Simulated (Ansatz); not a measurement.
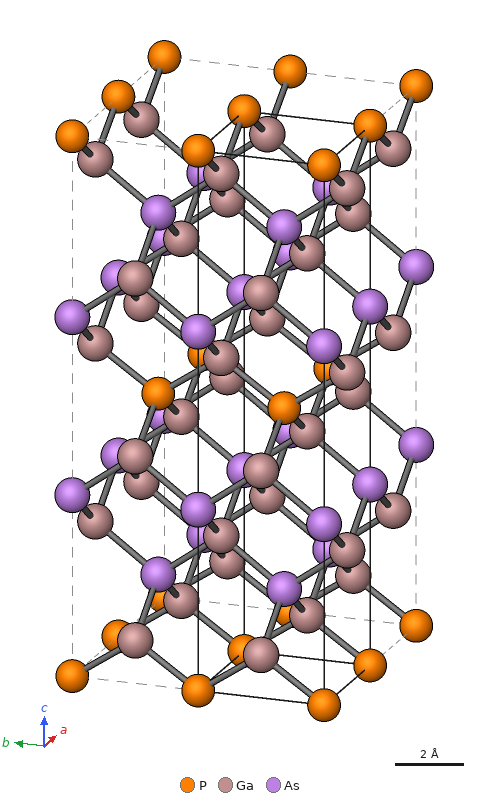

A ball-and-stick rendering, viewed from a general direction. The conventional unit cell (solid box) is repeated to 2×2×1 cells.

Ga3As2P, space group I-4m2 (No. 119), a = 3.96 Å, b = 3.96 Å, c = 16.78 Å, α = 90.00°, β = 90.00°, γ = 90.00°.

Theory: Ansatz 0.2.0, difference of finished runs, DFT, r2SCAN, plane waves, PAW. Numerical settings: a basis cut at 500 eV.

### How large a gap does the method give, if there is one?

A semiconductor at this level, with a gap of 1.37 eV.

The structure was taken from a structure type filled with these elements by a generator (whether the compound takes this form wasn't checked). Earlier steps of the study, as a rule a relaxation of our own, may have changed the cell and positions, so they can lie some per cent off the listed ones. A calculation with Ansatz used it as input.
